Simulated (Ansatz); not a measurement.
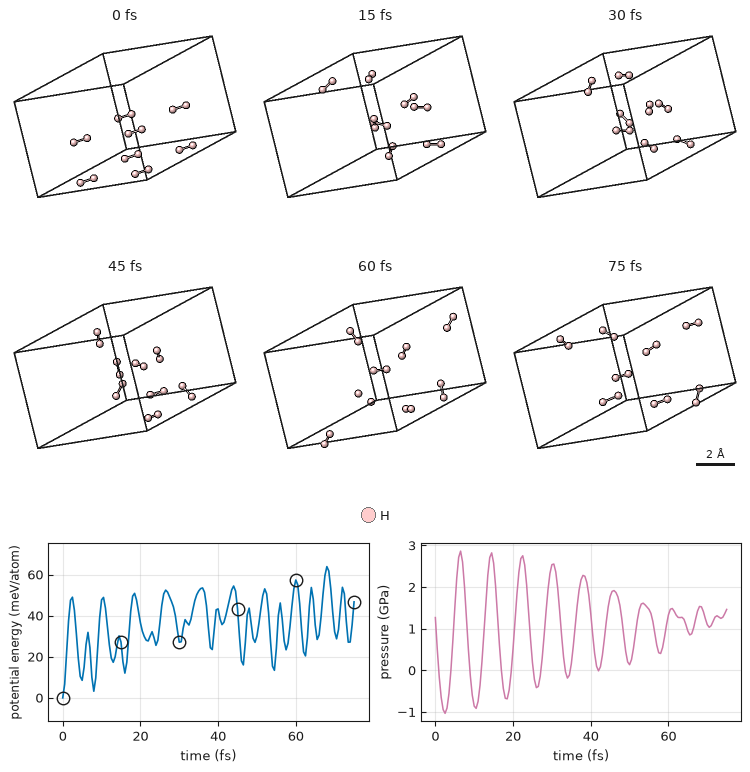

Molecular dynamics of a 16-atom cell of H (set up in Cmcm), 75 fs long. Frames and the history of the run. A ball-and-stick model of the simulation cell, seen from a free direction. Atoms that leave the cell re-enter on the other side.

All numbers below come from DFT PBE, scalar-relativistic, plane waves, PAW (Ansatz). Settings: plane-wave cutoff 420 eV; k-point mesh 2 × 2 × 2; Fermi-Dirac smearing 0.103 eV; volume 1.04 times that of the relaxed crystal; Nosé-Hoover thermostat (NVT); set temperature 1200 K; time step 0.5 fs.

What do the frames and curves show?

In the second half of the run the atoms are, in the root-mean-square, this far from where they began (common drift taken out): H 1.92 Å. The molecules turn and drift from their places. The mean temperature in the second half is 957 K (standard deviation 93 K). The potential energy in the second half lies on average 38.5 meV per atom above the first frame. The mean pressure there is 1.2 GPa. The conserved quantity stays between 0 and 1.9 meV per atom of its start. A straight-line fit has a slope that amounts to +0.028 meV per atom over 75 fs (under 0.1 % of the mean kinetic energy), and the ripple about it is 3.4 % of the kinetic energy's fluctuation. With a drift under 2 % and a ripple under 7 %, the integration is accurate.

The run took of the order of 2.3 core-minutes on a shared host.
